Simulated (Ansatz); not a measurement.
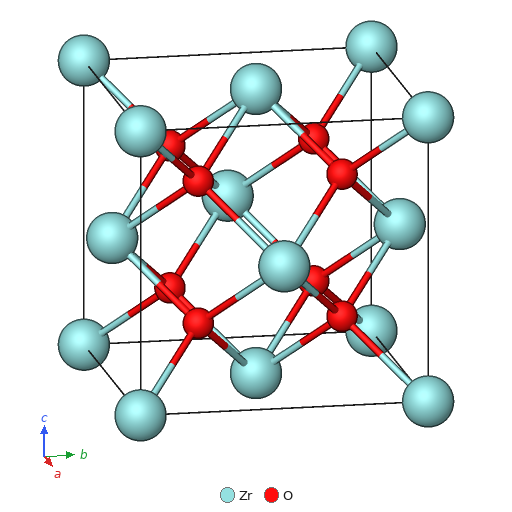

System: ZrO₂, space group Fm-3m (No. 225). The picture shows the conventional cell.

Starting cell:
```yaml
crystal:
  lattice:
    - [0.00000, 2.46334, 2.46334]
    - [2.46334, 0.00000, 2.46334]
    - [2.46334, 2.46334, 0.00000]
  atoms:
    - { symbol: Zr, position: [0.00000, 0.00000, 0.00000] }
    - { symbol: O, position: [0.25000, 0.25000, 0.25000] }
    - { symbol: O, position: [0.75000, 0.75000, 0.75000] }
```

Method: infrared-active and silent optical phonons at the zone centre of an insulator with atoms at rest in the given cell, intensity summed over the level, zero macroscopic field, imaginary frequencies are negative, field response on a mesh refined by the program; PAW (Ansatz 0.2.0). Level: PBEsol, no spin polarisation.

wave cutoff 420 eV; k mesh 8×8×8; occupations fixed; pressure 25 GPa.

Describe the result: the infrared spectrum of the zone-centre phonons.

The strongest infrared line is at 334.9 cm⁻¹, the only infrared-active level.

| frequency (cm⁻¹) | degeneracy | infrared ((D/Å)²/amu) |
| --- | --- | --- |
| 334.9 | 3 | 97.3 |
| 639.5 | 3 | 0 |

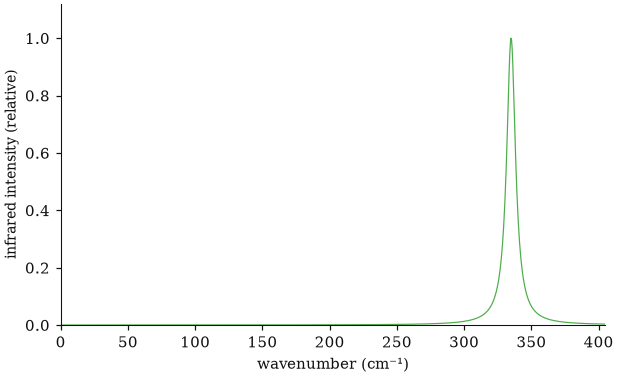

Lines are broadened by Lorentzians of 8 cm⁻¹ full width; the spectrum is scaled to its strongest line. These are zero-field (TO) frequencies; inactive modes don't show.
